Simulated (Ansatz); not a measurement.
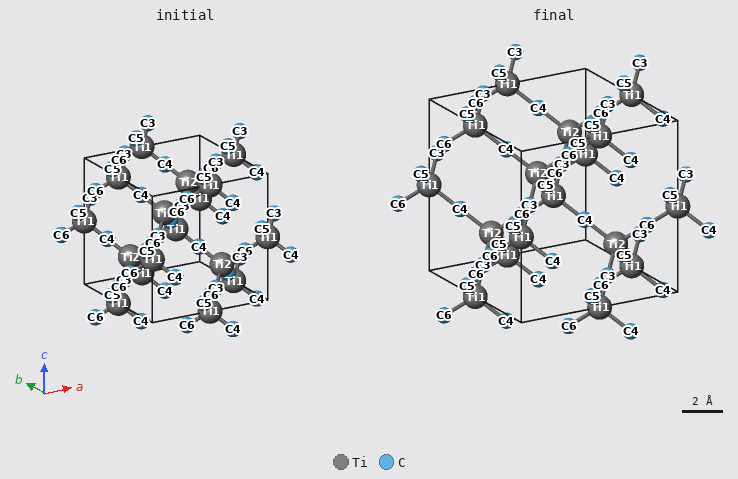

The structure of solid TiC$_{2}$ (built on the beta-cristobalite_227 type) (coarse preliminary run) before (left) and after (right) a relaxation, at one scale.

A ball-and-stick model of the conventional cell (4 times the calculation's cell), seen from a free direction. Lengths and directions refer to the drawn axes.

Case: beta-cristobalite type (Fd-3m, No. 227).

Level of theory: DFT r2SCAN, scalar-relativistic, plane waves, PAW in Ansatz 0.2.0. Settings: plane-wave cutoff 500 eV; k-point mesh 4 × 4 × 4; occupations gaussian; smearing width 0.1 eV; no spin polarisation; cell and atoms relaxed; force threshold 0.04 eV/Å; at most 70 steps.

Describe what moved and what it gained.

Answer. The atoms keep their places relative to the cell (all moves are under 0.005 Å). The drawn cell changes as follows: a = b = c 6.838 → 9.277 Å (+35.7 %); the volume changes by +149.7 %. Among the contacts that change: Ti1–Ti2 2.961 → 4.017 Å, Ti1–C3 1.481 → 2.009 Å. The space group stays Fd-3m (No. 227). Over 9 accepted moves (11 points after the start) the energy falls by 25.543 eV per cell of the calculation. All forces vanish by symmetry, so only the cell relaxes. The pressure goes from 118.64 to −0.25 GPa. At 2 points the geometry stayed and the basis and grid were re-selected for the new cell (energy shift of 0.885 eV per cell of the calculation at most each time).
